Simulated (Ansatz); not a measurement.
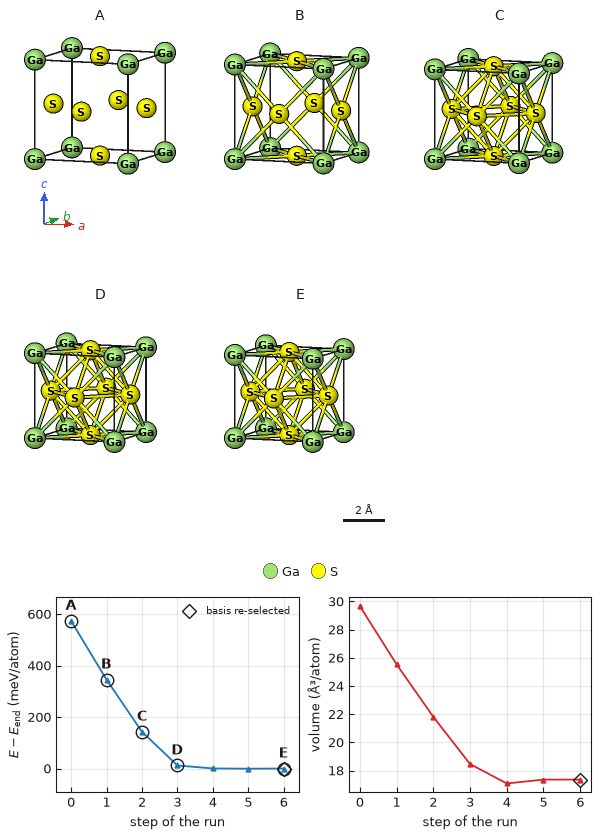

Frames of a relaxation of a crystal of GaS$_{3}$ (a generated structure, set up in Pm-3m) (coarse preliminary run), marked on the history of the run. A ball-and-stick model of the cell of the calculation, seen slightly off an axis.

Level of theory: Ansatz, DFT PBE, scalar-relativistic, plane waves, PAW.

Input file:
```yaml
crystal:
  lattice:
    - [4.91433493, 0.0, 0.0]
    - [0.0, 4.91433493, 0.0]
    - [0.0, 0.0, 4.91433493]
  atoms:
    - { symbol: Ga, position: [0.0, 0.0, 0.0] }
    - { symbol: S, position: [0.5, 0.5, 0.0] }
    - { symbol: S, position: [0.5, 0.0, 0.5] }
    - { symbol: S, position: [0.0, 0.5, 0.5] }
basis:
  ecutwfc: 420
kpoints:
  mp_grid: { grid: [4, 4, 4] }
hamiltonian:
  xc: pbe
scf:
  occupations: { method: gaussian, width: 0.1 }
  lower_state_search: "off"
output:
  forces: true
  stress: true
  eigenvalues: true
relax:
  adjacent_minimum: "off"
  f_tol: 0.04
  max_steps: 70
  cell: { stress_tol: 0.4 }
```

Run as
```bash
ansatz run input.yaml --threads 1 --pin off --max-ram 2560MiB --backend cpu --events-out ev --progress --plain --runs-dir out
```

**Describe the path.**

The energy falls by 574 meV per atom in 5 accepted moves (6 points after the start). All forces vanish by symmetry, so only the cell relaxes. The pressure goes from −8.49 to −0.02 GPa. At 1 point the geometry stayed and the basis and grid were re-selected for the new cell (energy shift of 0.6 meV per atom at most each time). No atom moves by more than 0.005 Å relative to the cell. The volume changes by −41.5 %, with a = b = c 4.914 → 4.110 Å (−16.4 %). Some distances before and after: Ga1–S2 3.475 → 2.906 Å, S2–S3 3.475 → 2.906 Å. The space group stays Pm-3m (No. 221). Cost: 6.6 s on 1 thread of Intel(R) Xeon(R) 6975P-C (Granite Rapids), on a shared host, peak memory 0.38 GiB. From step 0 to 1: volume −13.9 %, energy −228 meV per atom. From step 1 to 2: volume −14.6 %, energy −203 meV per atom. From step 2 to 3: volume −15.3 %, energy −131 meV per atom. From step 3 to 6: volume −6.0 %, energy −11.9 meV per atom.

| step | E − E(0), meV/atom | pressure, GPa | volume, Å³/atom | note |
| --- | --- | --- | --- | --- |
| 0 | 0.00 | -8.49 | 29.671 |  |
| 1 | -228.07 | -9.00 | 25.540 |  |
| 2 | -430.81 | -8.09 | 21.811 |  |
| 3 | -561.76 | -3.37 | 18.464 |  |
| 4 | -573.39 | 1.04 | 17.084 |  |
| 5 | -574.24 | -0.01 | 17.358 |  |
| 6 | -573.68 | -0.02 | 17.358 | same geometry, new basis |
